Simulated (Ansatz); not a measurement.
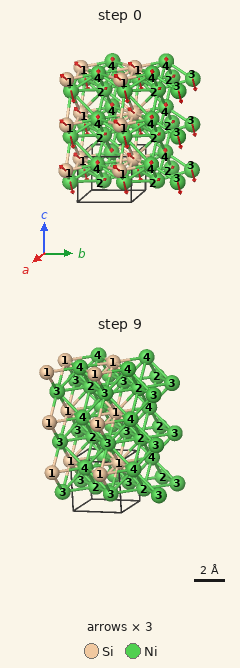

The structure of a crystal of SiNi3 (set up in P1) before (top) and after (bottom) a relaxation, at one scale. The red arrows give the displacements (the part carried along by the change of the cell is left out), 3 times their true length.

A ball-and-stick model of the cell of the calculation, repeated 2 × 2 × 3 with one cell outlined, seen slightly off an axis.

Case: all atoms moved at random, sigma 0.25 Å for each component, cell strained at random, sigma 0.1; relaxed back.

All numbers below come from DFT PBE, scalar-relativistic, plane waves, PAW in Ansatz. (plane-wave cutoff 420 eV; k-point mesh 10 × 10 × 10; occupations gaussian; smearing width 0.15 eV; no spin polarisation; cell and atoms relaxed; force threshold 0.01 eV/Å; at most 80 steps)

Q: What changed between the two?

A: The atom that moves furthest relative to the cell is Ni3 (0.38 Å along [−1 0 −2]). Largest moves by element: Ni 0.38 Å, Si 0.26 Å. The volume changes by +3.0 %, with a 3.316 → 3.506 Å (+5.7 %), b 4.028 → 3.506 Å (−12.9 %), c 3.179 → 3.506 Å (+10.3 %), α 84.0° → 90.0°, β 91.9° → 90.0°, γ 82.7° → 90.0°. Near-neighbour distances that change, for instance: Si1–Ni3 1.718 → 2.479 Å, Ni3–Ni4 3.063 → 2.479 Å, Ni2–Ni3 2.934 → 2.479 Å, Ni2–Ni4 2.109 → 2.479 Å. New bonds form: Ni3–Ni4 (3.06 → 2.48 Å). The space group (tolerance 0.01 Å) goes from P1 (No. 1) to Pm-3m (No. 221). After 7 accepted moves (9 points after the start) the energy has fallen by 974 meV per atom. The largest force component goes from 9.4 to 0.00026 eV/Å. The pressure goes from 44.91 to −0.01 GPa. The SCF was repeated twice at an unchanged geometry on a basis and grid sized afresh for the cell, which shifted the energy by 4.8 meV per atom at most. Cost: 5.9 min on 2 threads of Arm Neoverse V2 (shared host), peak memory 0.81 GiB.
